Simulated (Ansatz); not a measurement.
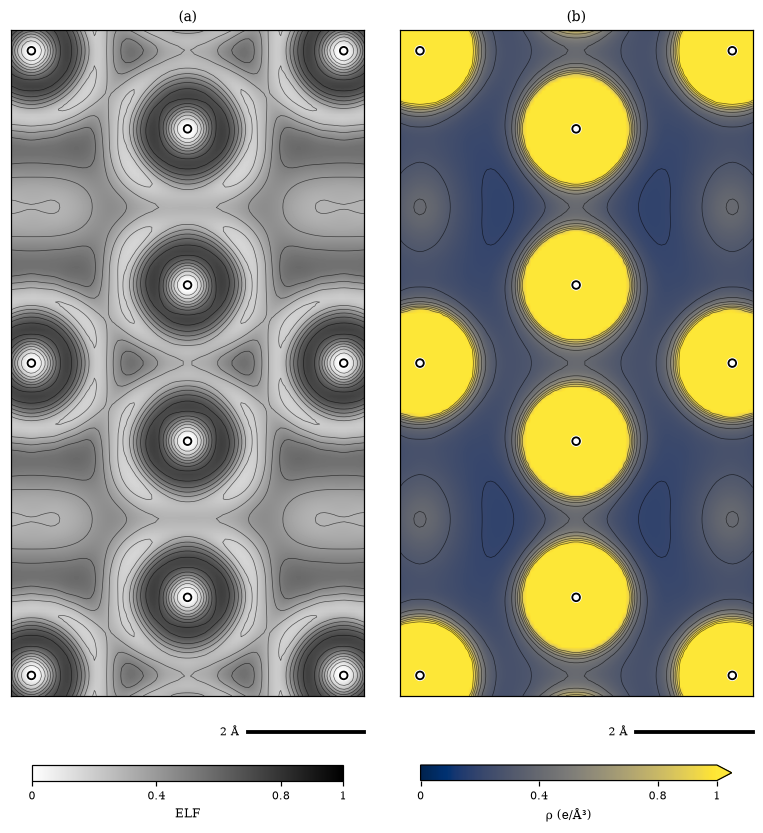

*Ta. (a) ELF; (b) valence electron density on the (100) plane of the conventional cell. Circles mark the nuclei in the plane (Ta).*

Space group Pm-3n; set up as Ta, A15; a generated structure, not necessarily the stable one.

Theory: Ansatz, DFT, BLYP, plane waves (420 eV) with PAW, scalar-relativistic.

In a PAW calculation such maps are meaningful between the atoms, not at the nuclei.

The calculation's input:

```
crystal:
  lattice:
    - [5.3624835772, 0.0, 0.0]
    - [0.0, 5.3624835772, 0.0]
    - [0.0, 0.0, 5.3624835772]
  atoms:
    - { symbol: Ta, position: [0.0, 1.0, 1.0] }
    - { symbol: Ta, position: [0.5, 0.5, 0.5] }
    - { symbol: Ta, position: [0.25, 0.0, 0.5] }
    - { symbol: Ta, position: [0.75, 1.0, 0.5] }
    - { symbol: Ta, position: [0.5, 0.25, 1.0] }
    - { symbol: Ta, position: [0.5, 0.75, 1.0] }
    - { symbol: Ta, position: [0.0, 0.5, 0.25] }
    - { symbol: Ta, position: [0.0, 0.5, 0.75] }
hamiltonian:
  xc: blyp
  pseudopotentials:
    kind: paw
    azcp:
      Ta: "pseudopotentials/Ta.paw.azcp"
basis:
  ecutwfc: 420
  fft_grid_basis: typed
kpoints:
  mp_grid: { grid: [6, 6, 6], shift: [0, 0, 0] }
magnetization:
  spin_polarized: false
scf:
  occupations: { method: fermi_dirac, width: 0.1 }
output:
  write_density: true
  write_potential: true
  elf: true
  volumetric_format: npy
```

Command:

```sh
ansatz run input.yaml --threads 4 --pin off --max-ram 8192MiB --backend cpu --events-out ev --progress --plain --runs-dir out
```

Below, planes, directions and counts refer to the conventional cell (a = 5.36 Å, b = 5.36 Å, c = 5.36 Å, α = 90.00°, β = 90.00°, γ = 90.00°).

### What does the map show?

Atoms in the plane: Ta.
Ta–Ta (2.68 Å): ρ at the midpoint is about 0.41 e/Å³; the ELF is about 0.30 at the midpoint (no localised pair shows between them).
Ta–Ta (3.00 Å): ρ at the midpoint is about 0.26 e/Å³; the ELF is about 0.30 at the midpoint.
Between the atoms the lowest density in this plane is 0.19 e/Å³.
The features right at Ta lie inside the PAW spheres, where the map follows smoothed inner orbitals and isn't to be read closely.

### Does the calculation give a band gap?

It is gapless in this calculation (a metal or semimetal).
